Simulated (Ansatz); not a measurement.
**Single-point calculation of Ta (part 1 of 2)**

Ta (slab, 16 atoms in the cell), computed with DFT, PBE, dispersion d3bj, plane waves, PAW, no spin polarisation (Ansatz 0.2.0).

The structure derives from an entry of the Crystallography Open Database. Figures and captions count atoms from 1; the log counts them from 0 in places.

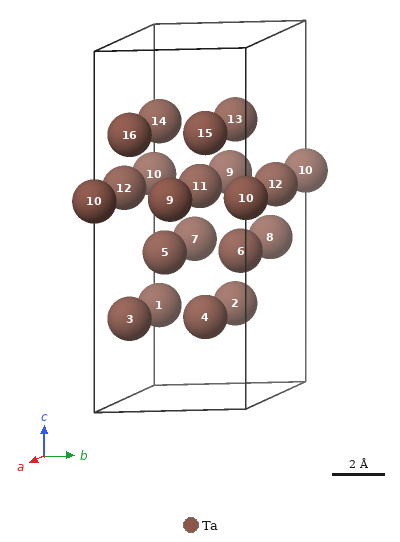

The structure as given in the input (spheres-only view of the cell of the calculation, with the vacuum cut short, seen slightly off an axis; atoms are numbered from 1 in the order of the input). An atom can appear more than once, as a periodic image.

Key numbers:

| quantity | value |
| --- | --- |
| outcome | converged |
| electrons treated | 208 |
| free energy | −158910.5453 eV |
| Fermi energy | 4.780 eV |
| gap on the k-point mesh | none (metallic) |
| largest force (length of the vector) | 0.078 eV/Å |
| hardware | 2 threads of Arm Neoverse V2, 24 GiB of memory available, shared host |
| wall time | 2.2 min (CPU time 4.3 min) |
| peak memory | 3.1 GiB |

Notes:

Settings chosen away from the usual ones: basis.ecutwfc set to 58.8 Ry (from 420); scf.occupations.width removed; scf.occupations.method set to tetrahedron_uncorrected (from gaussian). Spin–orbit coupling is left out, which matters for Ta.

Input file:
```yaml
crystal:
  lattice:
    - [5.9136804092, 0.0, 0.0]
    - [-2.9568402046, 5.1213974642, 0.0]
    - [0.0, 0.0, 24.2427497522]
  atoms:
    - { symbol: Ta, position: [0.3333333333, 0.1666666667, 0.3506202921] }
    - { symbol: Ta, position: [0.3333333333, 0.6666666667, 0.3506202921] }
    - { symbol: Ta, position: [0.8333333333, 0.1666666667, 0.3506202921] }
    - { symbol: Ta, position: [0.8333333333, 0.6666666667, 0.3506202921] }
    - { symbol: Ta, position: [0.6666666667, 0.3333333333, 0.450206764] }
    - { symbol: Ta, position: [0.6666666667, 0.8333333333, 0.450206764] }
    - { symbol: Ta, position: [0.1666666667, 0.3333333333, 0.450206764] }
    - { symbol: Ta, position: [0.1666666667, 0.8333333333, 0.450206764] }
    - { symbol: Ta, position: [0.0, 0.5, 0.5501073507] }
    - { symbol: Ta, position: [0.0, 0.0, 0.5501073507] }
    - { symbol: Ta, position: [0.5, 0.5, 0.5501073507] }
    - { symbol: Ta, position: [0.5, 0.0, 0.5501073507] }
    - { symbol: Ta, position: [0.3333333333, 0.6666666667, 0.650216283] }
    - { symbol: Ta, position: [0.3333333333, 0.1666666667, 0.650216283] }
    - { symbol: Ta, position: [0.8333333333, 0.6666666667, 0.650216283] }
    - { symbol: Ta, position: [0.8333333333, 0.1666666667, 0.650216283] }
basis:
  ecutwfc: "58.8 Ry"
kpoints:
  mp_grid: { grid: [6, 6, 1] }
hamiltonian:
  xc: pbe
  dispersion: d3bj
scf:
  occupations: { method: tetrahedron_uncorrected }
output:
  forces: true
  eigenvalues: true
efield:
  axis: 3
  dipole_correction: true
  ramp_width: 0.04
```

Run as:
```bash
ansatz run input.yaml --threads 2 --pin off --max-ram 5120MiB --backend cpu --events-out ev --progress --plain --runs-dir out
```

What the program printed:
```
band count auto-derived: 126 (N_el = 208.0; filled up to band 104; 125 by the electrons, moments and atoms)
Engine: ansatz 0.2.0, aarch64-unknown-linux-gnu
Pseudopotentials: kind: paw
Pseudopotential: Ta, paw, valence charge 13, recommended cutoff 420 eV (normal), Ta.paw.azcp
Functional definition: PBE
  parameter kappa = 0.804
  parameter beta = 0.06672455060314922
  exchange = pbe_x(kappa = kappa, mu = beta*pi^2/3)
  correlation = pbe_c(beta = beta)
Crystal: 16 atoms, lattice volume = 734.223 Å³
Basis set: ecut = 800.0147556320471 eV, 37797 PW (Γ), exchange–correlation on 120×120×450 points (8 copies of the dense FFT grid, shifted against one another)
Bands: 126, of which v1, the nominal top of the filled ones, is band 104 counted from 1 (103 counted from 0)
Symmetry: 24 space group operations
Space group: P3m1 (ITA 156), of the structure as read, at distance tolerance 9.0e-5 Å
k-points: 7 of 36 (time reversal used)
Non-local potential: Ta, projectors of the file, l = 0: 3, l = 1: 2, l = 2: 2, l = 3: 1
PAW form: soft (Blöchl's): semilocal exchange-correlation on the pseudo side does not see the compensation charge
PAW one-centre angular grid: Ta, 590 points (default); XC on 64 Gauss nodes
Initial density: superposition of atomic densities (neutral atoms: chi_scale 0, normalization atom), corrected by the library's trained network
Initial wavefunctions: pseudopotential atomic-orbital guess
Functional: x = pbe(κ = 0.804, μ = 0.2195149727645171), c = pbe(β = 0.06672455060314922)
SCF iter   1: F=—  HF=-158910.585747 eV  |F-HF|=—  |Δ(HF+E_count)|=         —  Δρ=3.75e-3  dr2=1.14e0  ethr=1.77e-3  p=-0.001 e·Å  D=-1.74e-4 V/Å  ΔV_dip=0.00 eV  dr2_dipole=4.74e-4  V_vac-E_F(+/−)=4.94/4.93 eV  ⟨swp⟩=9.7  Hψ=3949  notcnv=0  defer=44
efield: sawtooth ramp at fractional position 0.9804 (placed from the atoms, in the widest stretch of the axis that holds none; the zero of the levels goes with the place), width 0.0400; the density the first Hamiltonian is built on has a dipole p = -0.001 e·Å; the dipole correction subtracts the counter field D = -1.74e-4 V/Å, which shifts the + side's vacuum level by +0.00 eV against the − side's; the planar-averaged density in the ramp window peaks in size at 7.7e-6 e/Å³
preconditioner: auto → none  [metal: no gap  n_scr=136 (ndim 8)  ℏωp=12.3 eV  f_vac=0.523  sad-step TF]
SCF iter   2: F=—  HF=-158910.560285 eV  |F-HF|=—  |Δ(HF+E_count)|=   2.55e-2  Δρ=2.23e-3  dr2=8.62e-2  ethr=5.50e-4  p=-0.001 e·Å  D=-1.76e-4 V/Å  ΔV_dip=0.00 eV  dr2_dipole=3.36e-4  V_vac-E_F(+/−)=4.94/4.93 eV  ⟨swp⟩=1.1  Hψ=1018  notcnv=0  defer=52  κ⁻¹=1.0e0(r=1)
SCF iter   3: F=—  HF=-158910.619730 eV  |F-HF|=—  |Δ(HF+E_count)|=   5.94e-2  Δρ=5.18e-3  dr2=9.05e0  ethr=4.15e-5  p=0.027 e·Å  D=6.61e-3 V/Å  ΔV_dip=-0.16 eV  dr2_dipole=4.95e0  V_vac-E_F(+/−)=4.53/4.69 eV  ⟨swp⟩=4.3  Hψ=1574  notcnv=0  defer=73  κ⁻¹=6.8e-2(r=2)
SCF iter   4: F=—  HF=-158910.613512 eV  |F-HF|=—  |Δ(HF+E_count)|=   6.22e-3  Δρ=4.99e-3  dr2=8.17e0  ethr=4.15e-5  p=-0.030 e·Å  D=-7.35e-3 V/Å  ΔV_dip=0.18 eV  dr2_dipole=4.46e0  V_vac-E_F(+/−)=4.70/4.53 eV  ⟨swp⟩=3.9  Hψ=1480  notcnv=0  defer=74  κ⁻¹=2.3e-3(r=3)
SCF iter   5: F=—  HF=-158910.545730 eV  |F-HF|=—  |Δ(HF+E_count)|=   6.78e-2  Δρ=5.90e-4  dr2=8.46e-3  ethr=4.15e-5  p=-0.001 e·Å  D=-2.40e-4 V/Å  ΔV_dip=0.01 eV  dr2_dipole=1.73e-4  V_vac-E_F(+/−)=4.74/4.73 eV  ⟨swp⟩=3.1  Hψ=1206  notcnv=0  defer=74  κ⁻¹=1.2e-4(r=4)
SCF iter   6: F=—  HF=-158910.545539 eV  |F-HF|=—  |Δ(HF+E_count)|=   1.91e-4  Δρ=5.23e-4  dr2=1.47e-2  ethr=4.07e-6  p=-0.005 e·Å  D=-1.15e-3 V/Å  ΔV_dip=0.03 eV  dr2_dipole=2.60e-4  V_vac-E_F(+/−)=4.70/4.68 eV  ⟨swp⟩=3.3  Hψ=1452  notcnv=0  defer=74  κ⁻¹=5.9e-5(r=5)
SCF iter   7: F=—  HF=-158910.545720 eV  |F-HF|=—  |Δ(HF+E_count)|=   1.82e-4  Δρ=4.83e-4  dr2=1.33e-2  ethr=4.07e-6  p=0.001 e·Å  D=2.89e-4 V/Å  ΔV_dip=-0.01 eV  dr2_dipole=2.28e-4  V_vac-E_F(+/−)=4.68/4.69 eV  ⟨swp⟩=3.0  Hψ=1209  notcnv=0  defer=74  κ⁻¹=1.6e-5(r=6)
SCF iter   8: F=—  HF=-158910.545142 eV  |F-HF|=—  |Δ(HF+E_count)|=   5.79e-4  Δρ=9.85e-5  dr2=5.06e-4  ethr=4.07e-6  p=-0.002 e·Å  D=-5.21e-4 V/Å  ΔV_dip=0.01 eV  dr2_dipole=3.58e-7  V_vac-E_F(+/−)=4.68/4.67 eV  ⟨swp⟩=2.9  Hψ=1112  notcnv=0  defer=74  κ⁻¹=5.7e-7(r=7)
SCF iter   9: F=—  HF=-158910.545148 eV  |F-HF|=—  |Δ(HF+E_count)|=   6.29e-6  Δρ=2.72e-5  dr2=1.05e-5  ethr=2.43e-7  p=-0.002 e·Å  D=-4.98e-4 V/Å  ΔV_dip=0.01 eV  dr2_dipole=7.17e-9  V_vac-E_F(+/−)=4.69/4.67 eV  ⟨swp⟩=2.6  Hψ=1147  notcnv=0  defer=74  κ⁻¹=1.5e-7(r=8)
SCF iter  10: F=—  HF=-158910.545338 eV  |F-HF|=—  |Δ(HF+E_count)|=   1.90e-4  Δρ=6.48e-6  dr2=2.13e-6  ethr=5.04e-9  p=-0.002 e·Å  D=-5.02e-4 V/Å  ΔV_dip=0.01 eV  dr2_dipole=2.28e-8  V_vac-E_F(+/−)=4.69/4.68 eV  ⟨swp⟩=3.6  Hψ=1353  notcnv=0  defer=74  κ⁻¹=4.3e-9(r=8)
iter 11 met the thresholds in force, and the SCF goes on: an eigenvalue changes by 42.02 meV, over its tolerance of 10.00 meV (output.eigenvalues, Limitations)
SCF iter  11: F=-158910.545338 eV  HF=-158910.545338 eV  |F-HF|=5.87e-8  |Δ(HF+E_count)|=   1.31e-7  Δρ=1.93e-6  dr2=7.95e-8  ethr=4.81e-11  p=-0.002 e·Å  D=-5.02e-4 V/Å  ΔV_dip=0.01 eV  dr2_dipole=5.77e-14  V_vac-E_F(+/−)=4.69/4.68 eV  ⟨swp⟩=12.7  Hψ=4746  notcnv=0  κ⁻¹=8.9e-10(r=8)
iter 12 met the thresholds in force, and the SCF goes on: an eigenvalue changes by 42.02 meV, over its tolerance of 10.00 meV (output.eigenvalues, Limitations)
SCF iter  12: F=-158910.545338 eV  HF=-158910.545338 eV  |F-HF|=2.18e-9  |Δ(HF+E_count)|=   3.73e-8  Δρ=6.07e-7  dr2=4.24e-9  ethr=3.82e-11  p=-0.002 e·Å  D=-5.01e-4 V/Å  ΔV_dip=0.01 eV  dr2_dipole=1.19e-10  V_vac-E_F(+/−)=4.69/4.68 eV  ⟨swp⟩=3.0  Hψ=2846  notcnv=0  κ⁻¹=8.5e-10(r=8)
SCF iter  13: F=-158910.545338 eV  HF=-158910.545338 eV  |F-HF|=9.11e-9  |Δ(HF+E_count)|=   7.86e-9  Δρ=4.12e-7  dr2=8.02e-9  ethr=2.04e-12  p=-0.002 e·Å  D=-5.03e-4 V/Å  ΔV_dip=0.01 eV  dr2_dipole=1.87e-9  V_vac-E_F(+/−)=4.69/4.68 eV  ⟨swp⟩=2.0  Hψ=2375  notcnv=0
SCF 1 converged in 13 iterations: F = -158910.545338 eV  dr2 = 8.02e-9
  greatest PAW one-centre occupation: 0.999 electrons in one spin orbital (limit 2), on the Ta atom at site 3 (counted from 0), in its partial waves of l = 0
```

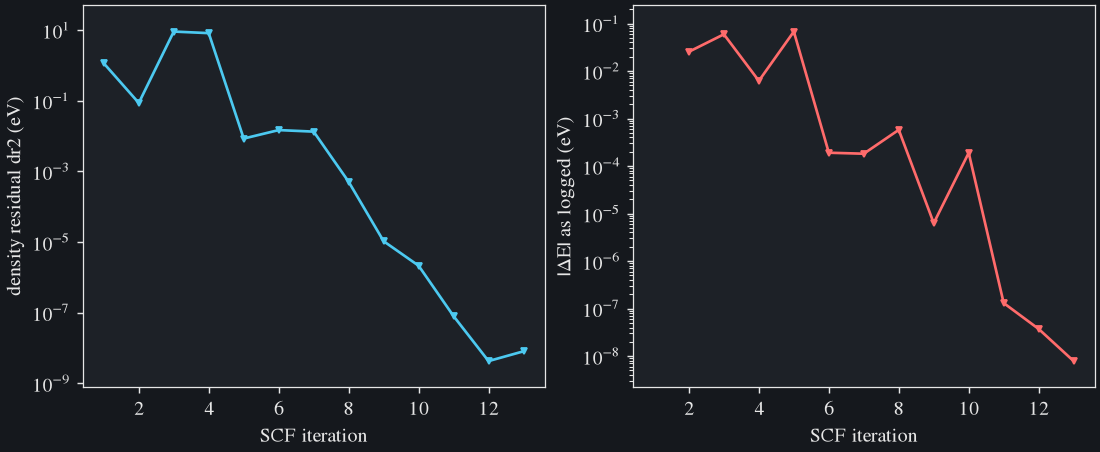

Convergence of the self-consistent field: density residual dr2 and size of the energy change against the SCF iteration. The residual comes down, with one marked jump up, by a factor of about 100, at step 3.

```
SCF converged after 13 iterations
Stability not checked: this state was not tested for a lower state beside it, because the mixer in use, unlike msr1, does not test its closes by its own steps (another_mixer; see scf.mixing.algorithm and scf.lower_state_search)
an eigenvalue changed by more than its tolerance at an iteration that met the thresholds in force, so the SCF went on 2 times: the last check found none over its tolerance
Free energy (F): -158910.545338 eV
Harris-Foulkes:  -158910.545338 eV  (|F-HF|=9.11e-9)
Internal energy: -158910.541001 eV  (E = F + TS)
E sigma→0 (E₀):  -158910.545338 eV
Entropy (-TS):   -0.004337 eV (-0.271 meV/atom)
Fermi energy:    4.780271 eV
Dipole field:    D = -0.000534 V/Å  (p = -0.002166 e·Å, saw-weighted, corrected)
Work function:   Φ+ = 4.6883 eV   Φ− = 4.6754 eV
Levels:          The Fermi level and band energies are counted from a zero that moves with the ramp; work functions are not
--- Per-component energies (eV) ---
  E_band       = -4621.689951
  E_kinetic    = 5824.772511
  E_local      = -202196.284272  (includes V_loc(G=0)·N_el)
  E_nonlocal   = 230.980814
  E_hartree    = 98279.559525
  E_xc         = -3478.517233
  E_vxc        = -3242.013273  (∫ρ·V_xc dr)
  E_paw        = -134340.180548  (= ΣΔE_a)
  E_vpaw       = -1798.267189  (= ΣTr[D̂ρ^β])
  E_aug_tail   = -0.000030  (compensation charges beyond the density's cutoff)
  E_efield     = 0.000001  (sawtooth field / dipole correction)
  E_vefield    = -0.000350  (∫n·V_field dr)
  E_ewald      = 76776.697595
  E_disp       = -7.569362  (pairwise vdW)
  E_smearing   = -0.004337  (= −TS)
  E_closure    = 0.000000  (closes the sum)
  Σ components = -158910.545338   (vs F -158910.545338, Δ=0.00e0)
```
